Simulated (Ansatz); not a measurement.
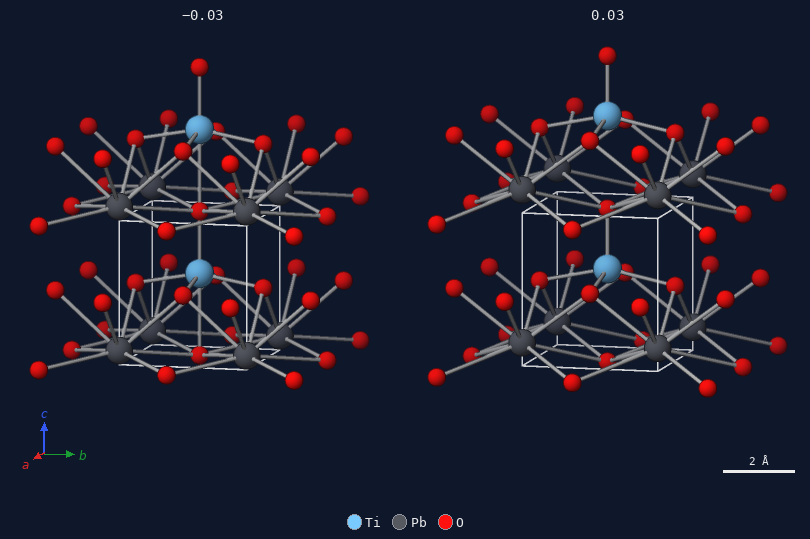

Solid TiPbO$_{3}$ (set up in P4mm), under equal strain along all axes (cell held, atoms relaxed), with energies (extrapolated to zero smearing) counted from the relaxed crystal, which is the row at zero. The picture shows the first and the last member. A ball-and-stick model of the cell of the calculation, repeated 1 × 1 × 2 with one cell outlined, seen slightly off an axis.

Computed with Ansatz 0.2.0: DFT PBEsol, scalar-relativistic, plane waves, PAW. Set-up: plane-wave cutoff 420 eV; k-point mesh 8 × 8 × 6; occupations gaussian; smearing width 0.02 eV; no spin polarisation; atoms relaxed in a fixed cell; force threshold 0.008 eV/Å.

| strain | energy (meV/atom) | a (Å) | c (Å) | band gap (eV) |
| --- | --- | --- | --- | --- |
| −0.03 | 42.48 | 3.743 | 4.140 | 1.48 |
| −0.02 | 17.85 | 3.782 | 4.183 | 1.56 |
| −0.01 | 4.20 | 3.820 | 4.225 | 1.64 |
| 0.0 | 0.00 | 3.859 | 4.268 | 1.70 |
| 0.01 | 3.80 | 3.898 | 4.311 | 1.75 |
| 0.02 | ? | ? | ? | ? |
| 0.03 | 31.13 | 3.975 | 4.396 | 1.83 |

Estimate the missing row from the others, and compare with the calculation.

A parabola through three neighbouring rows (0.0, 0.01, 0.03) gives, with Lagrange weights, (−0.3333)(0.00) + (1.0000)(3.80) + (0.3333)(31.13) = 14.18 meV/atom. The calculation gives 14.51 meV/atom (a = 3.936 Å, c = 4.353 Å). The estimate is 0.33 meV/atom too low. For the gap a parabola through the rows 0.0, 0.01, 0.03 gives 1.79 eV, and the calculation 1.80 eV (semilocal gaps, lower than measured ones as a rule). From the first member to the last: O–Ti 2.350 → 2.668 Å, O–Pb 2.669 → 2.913 Å, O–Ti 1.903 → 2.030 Å.

The whole series:

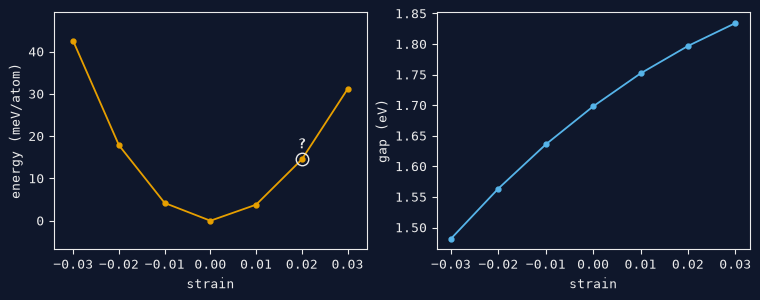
